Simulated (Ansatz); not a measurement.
**What a change does: single-point calculation on Mo**

System: Mo (P4/nmm, 2 atoms in the cell).
Method of run 1: DFT PBE, scalar-relativistic, plane waves, PAW, no spin polarisation (Ansatz 0.2.0).

The structure derives from an entry of the Crystallography Open Database. Text and figures count atoms from 1; the logs count them from 0 in places.

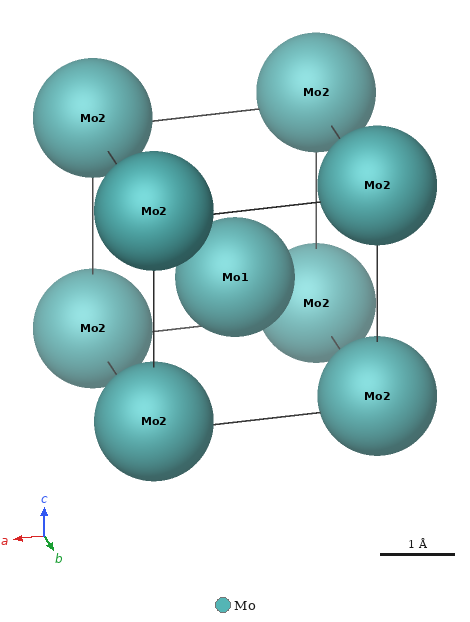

The structure (spheres-only view of the cell of the calculation, set on other vectors, seen at an oblique angle; atoms are numbered from 1 in the order of the input).

### Input, run 1
```yaml
crystal:
  lattice:
    - [0.0, -3.142, 0.0]
    - [-3.142, 0.0, 0.0]
    - [0.0, 0.0, -3.142]
  atoms:
    - { symbol: Mo, position: [0.5, 0.5, 0.5477402928] }
    - { symbol: Mo, position: [0.0, 0.0, -0.0477402928] }
basis:
  ecutwfc: 420
kpoints:
  mp_grid: { grid: [16, 16, 16] }
hamiltonian:
  xc: pbe
scf:
  occupations: { method: gaussian, width: 0.15 }
output:
  forces: true
  stress: true
  eigenvalues: true
  write_density: true
  write_potential: true
  elf: true
  volumetric_format: npy
```

Command:
```bash
ansatz run input.yaml --threads 2 --pin off --max-ram 5120MiB --backend cpu --events-out ev --progress --plain --runs-dir out
```

Hardware: 2 threads of Intel Xeon @ 2.50GHz (Skylake/Cascade Lake), 192 GiB of memory available, shared host.

### Output, shortened to warnings, some set-up lines, iterations and results (run 1)
```
Basis set: ecut = 420 eV, 619 PW (Γ), exchange–correlation on 48×48×48 points (8 copies of the dense FFT grid, shifted against one another)
Symmetry: 16 space group operations
k-points: 405 of 4096
Initial density: superposition of atomic densities (neutral atoms: chi_scale 0, normalization atom), corrected by the library's trained network
[...]
SCF iter   1: F=—  HF=-9911.719182 eV  |F-HF|=—  |Δ(HF+E_count)|=         —  Δρ=3.39e-3  dr2=1.34e-3  ethr=1.77e-3  ⟨swp⟩=5.1  Hψ=32413  notcnv=0
SCF iter   2: F=—  HF=-9911.718827 eV  |F-HF|=—  |Δ(HF+E_count)|=   3.55e-4  Δρ=1.84e-3  dr2=3.92e-4  ethr=4.80e-6  ⟨swp⟩=2.3  Hψ=13933  notcnv=0
SCF iter   3: F=—  HF=-9911.718856 eV  |F-HF|=—  |Δ(HF+E_count)|=   2.90e-5  Δρ=2.77e-4  dr2=1.73e-5  ethr=1.40e-6  ⟨swp⟩=2.7  Hψ=13167  notcnv=0
SCF iter   4: F=—  HF=-9911.718855 eV  |F-HF|=—  |Δ(HF+E_count)|=   1.11e-6  Δρ=6.87e-5  dr2=6.92e-7  ethr=6.18e-8  ⟨swp⟩=2.0  Hψ=12091  notcnv=0
SCF iter   5: F=-9911.718855 eV  HF=-9911.718855 eV  |F-HF|=2.27e-8  |Δ(HF+E_count)|=   1.24e-7  Δρ=1.70e-5  dr2=6.18e-8  ethr=2.47e-9  ⟨swp⟩=2.0  Hψ=9740  notcnv=0
SCF iter   6: F=-9911.718855 eV  HF=-9911.718855 eV  |F-HF|=9.23e-9  |Δ(HF+E_count)|=  3.06e-10  Δρ=5.28e-6  dr2=1.16e-8  ethr=2.21e-10  ⟨swp⟩=5.3  Hψ=42526  notcnv=0
SCF 1 converged in 6 iterations: F = -9911.718855 eV  dr2 = 1.16e-8
SCF converged after 6 iterations
Free energy (F): -9911.718855 eV
Harris-Foulkes:  -9911.718855 eV  (|F-HF|=9.23e-9)
Internal energy: -9911.706969 eV  (E = F + TS)
E sigma→0 (E₀):  -9911.712912 eV
Entropy (-TS):   -0.011886 eV (-5.943 meV/atom)
Fermi energy:    21.079604 eV
--- Per-component energies (eV) ---
  E_band       = -104.112737
  E_kinetic    = 885.468711
  E_local      = -1592.771356  (includes V_loc(G=0)·N_el)
  E_nonlocal   = 286.671360
  E_hartree    = 532.343878
  E_xc         = -367.997316
  E_vxc        = -459.403007  (∫ρ·V_xc dr)
  E_paw        = -6403.137698  (= ΣΔE_a)
  E_vpaw       = -288.764364  (= ΣTr[D̂ρ^β])
  E_aug_tail   = 0.000081  (compensation charges beyond the density's cutoff)
  E_ewald      = -3252.284629
  E_smearing   = -0.011886  (= −TS)
  E_closure    = 0.000000  (closes the sum)
  Σ components = -9911.718855   (vs F -9911.718855, Δ=0.00e0)
--- Forces (eV/Å), atoms counted from 1 ---
  atom   1  Mo     0.00000000     0.00000000     2.38988213
  atom   2  Mo     0.00000000     0.00000000    -2.38988213
  max |Σ_I F_I| component: 0.00e0 eV/Å
--- Stress (GPa, compression-positive) ---
       12.245946       0.000000       0.000000
        0.000000      12.245946       0.000000
        0.000000       0.000000       9.335802
  P = ⅓ Tr σ = 11.2759 GPa (112.759 kbar)
```

For run 2 the input was changed thus:
```diff
-    - { symbol: Mo, position: [0.5, 0.5, 0.5477402928] }
-    - { symbol: Mo, position: [0.0, 0.0, -0.0477402928] }
+    - { symbol: Mo, position: [0.5, 0.5, 0.4880649268] }
+    - { symbol: Mo, position: [0.0, 0.0, 0.0119350732] }
```

What does this change do to the results?

With the same functional and potentials, run 2 lies 153.8 meV per atom lower. The pressure goes from 11.28 to 5.20 GPa. The largest force goes from 2.390 to 0.423 eV/Å. The number of SCF iterations is the same.

### Output, shortened to warnings, some set-up lines, iterations and results (run 2)
```
Basis set: ecut = 420 eV, 619 PW (Γ), exchange–correlation on 48×48×48 points (8 copies of the dense FFT grid, shifted against one another)
Symmetry: 16 space group operations
k-points: 405 of 4096
Initial density: superposition of atomic densities (neutral atoms: chi_scale 0, normalization atom), corrected by the library's trained network
[...]
SCF iter   1: F=—  HF=-9912.026545 eV  |F-HF|=—  |Δ(HF+E_count)|=         —  Δρ=2.51e-3  dr2=9.36e-4  ethr=1.77e-3  ⟨swp⟩=5.1  Hψ=31972  notcnv=0
SCF iter   2: F=—  HF=-9912.026510 eV  |F-HF|=—  |Δ(HF+E_count)|=   3.55e-5  Δρ=1.53e-3  dr2=3.49e-4  ethr=3.34e-6  ⟨swp⟩=2.1  Hψ=13757  notcnv=0
SCF iter   3: F=—  HF=-9912.026522 eV  |F-HF|=—  |Δ(HF+E_count)|=   1.21e-5  Δρ=3.97e-4  dr2=3.97e-5  ethr=1.25e-6  ⟨swp⟩=2.3  Hψ=13064  notcnv=0
SCF iter   4: F=—  HF=-9912.026510 eV  |F-HF|=—  |Δ(HF+E_count)|=   1.19e-5  Δρ=1.49e-4  dr2=2.70e-6  ethr=1.42e-7  ⟨swp⟩=3.0  Hψ=13038  notcnv=0
SCF iter   5: F=—  HF=-9912.026511 eV  |F-HF|=—  |Δ(HF+E_count)|=   7.22e-7  Δρ=3.64e-5  dr2=5.08e-7  ethr=9.65e-9  ⟨swp⟩=2.0  Hψ=12962  notcnv=0
SCF iter   6: F=-9912.026511 eV  HF=-9912.026511 eV  |F-HF|=7.36e-8  |Δ(HF+E_count)|=   1.27e-7  Δρ=1.93e-5  dr2=8.73e-8  ethr=3.57e-10  ⟨swp⟩=8.2  Hψ=42433  notcnv=0
SCF 1 converged in 6 iterations: F = -9912.026511 eV  dr2 = 8.73e-8
SCF converged after 6 iterations
Free energy (F): -9912.026511 eV
Harris-Foulkes:  -9912.026511 eV  (|F-HF|=7.36e-8)
Internal energy: -9912.012845 eV  (E = F + TS)
E sigma→0 (E₀):  -9912.019678 eV
Entropy (-TS):   -0.013666 eV (-6.833 meV/atom)
Fermi energy:    21.273137 eV
--- Per-component energies (eV) ---
  E_band       = -104.403423
  E_kinetic    = 883.058284
  E_local      = -1558.816840  (includes V_loc(G=0)·N_el)
  E_nonlocal   = 285.427884
  E_hartree    = 516.354756
  E_xc         = -367.559485
  E_vxc        = -458.806465  (∫ρ·V_xc dr)
  E_paw        = -6402.572601  (= ΣΔE_a)
  E_vpaw       = -287.964565  (= ΣTr[D̂ρ^β])
  E_aug_tail   = 0.000081  (compensation charges beyond the density's cutoff)
  E_ewald      = -3267.904923
  E_smearing   = -0.013666  (= −TS)
  E_closure    = 0.000000  (closes the sum)
  Σ components = -9912.026511   (vs F -9912.026511, Δ=0.00e0)
--- Forces (eV/Å), atoms counted from 1 ---
  atom   1  Mo     0.00000000     0.00000000    -0.42289308
  atom   2  Mo     0.00000000     0.00000000     0.42289308
  max |Σ_I F_I| component: 5.55e-17 eV/Å
--- Stress (GPa, compression-positive) ---
        5.165947       0.000000       0.000000
        0.000000       5.165947       0.000000
        0.000000       0.000000       5.257157
  P = ⅓ Tr σ = 5.1964 GPa (51.964 kbar)
```

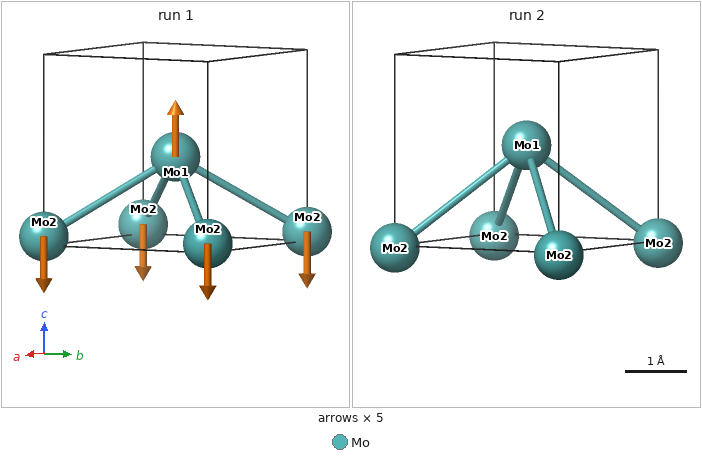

The two input geometries at one scale (ball-and-stick view of the cell of the calculation, set on other vectors, seen at an oblique angle). The orange arrows on the first give the shifts of the atoms relative to the cell, with their mean removed, magnified 5 times. The largest moves, 0.19 Å, are those of Mo1 and Mo2. (The mean shift of all atoms is removed.) The lattice vectors keep their values. Among the contacts that change: Mo1–Mo2 2.905 → 2.678 Å.

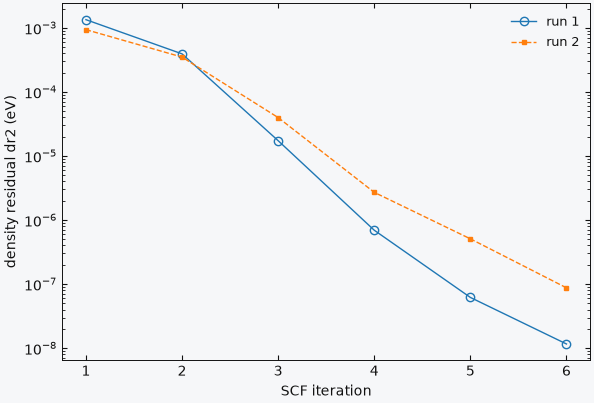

Convergence of the two runs: density residual dr2 against the SCF iteration. Run 1 takes 6 iterations in all, and run 2 takes 6.

### The two runs side by side

| quantity | run 1 | run 2 |
| --- | --- | --- |
| outcome | converged | converged |
| free energy per atom (eV) | −4955.8594 | −4956.0133 |
| energy per atom, smearing taken to zero (eV) | −4955.8565 | −4956.0098 |
| gap on the mesh (eV) | 0.00 | 0.00 |
| pressure (GPa) | 11.28 | 5.20 |
| largest force (eV/Å) | 2.390 | 0.423 |
| SCF iterations | 6 | 6 |
| irreducible k-points | 405 | 405 |
| plane waves at Γ | 619 | 619 |
| wall time (shared host) | 14 s | 11 s |

For run 1: The cell is under a pressure of 11.3 GPa at this level, so it is not at its equilibrium volume. For run 2: The cell is under a pressure of 5.2 GPa at this level, so it is not at its equilibrium volume.
